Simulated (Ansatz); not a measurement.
The coordinates of a crystal:

```
Si O
1.0
     6.96123    0.00000    0.00000
     0.00000    7.95114    0.00000
    -1.06030    0.00000    5.17645
Si O
6 10
Cartesian
  2.9505 6.2363 2.5882
  3.9298 0.8574 1.4718
  1.9711 0.8574 3.7046
  -0.5301 2.2607 2.5882
  0.4492 4.8330 1.4718
  5.4517 4.8330 3.7046
  2.0854 7.1938 3.5744
  3.8156 7.1938 1.6021
  0.4542 1.3259 3.4500
  1.9661 5.3015 1.7264
  3.4806 1.3237 0.0000
  5.5660 3.2182 3.5744
  0.3349 3.2182 1.6021
  3.9348 5.3015 3.4500
  5.4468 1.3259 1.7264
  0.0000 5.2993 0.0000
```

> Say what kind of structure these coordinates give.

This is Si₃O₅. The space group is C2 (No. 5); the lattice is base-centred monoclinic. Counting shared atoms by their share gives 6 Si, 10 O, or 16 atoms. The O atoms are each bonded to two Si in a bent arrangement at 1.61 to 1.62 Å. Si takes two kinds of site: 2b with four O in a tetrahedral arrangement at 1.61 to 1.62 Å; 4c with three O in a trigonal pyramidal arrangement at 1.61 to 1.62 Å. The bonds build a three-dimensional framework.

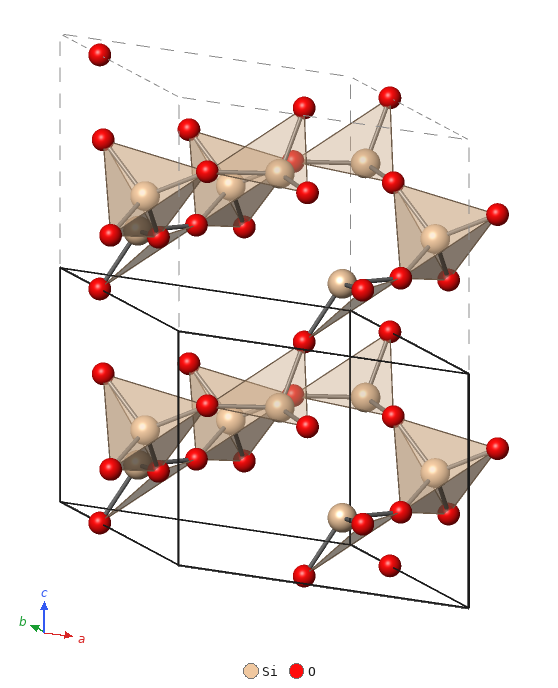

Shown here is a polyhedral view of the crystal, taken slightly off an axis. A 1×1×2 array of cells is drawn; the conventional unit cell has the solid edges. Some atoms of the next cells are drawn as well.

Its origin is a structure listed in the Materials Project. Earlier steps of the study may have refined or changed the cell and positions. It was run through Ansatz as a DFT input.

At this level of theory the cell isn't at rest (forces up to 3.1 eV/Å), so its distances can differ from those at equilibrium, the more so the softer the solid.
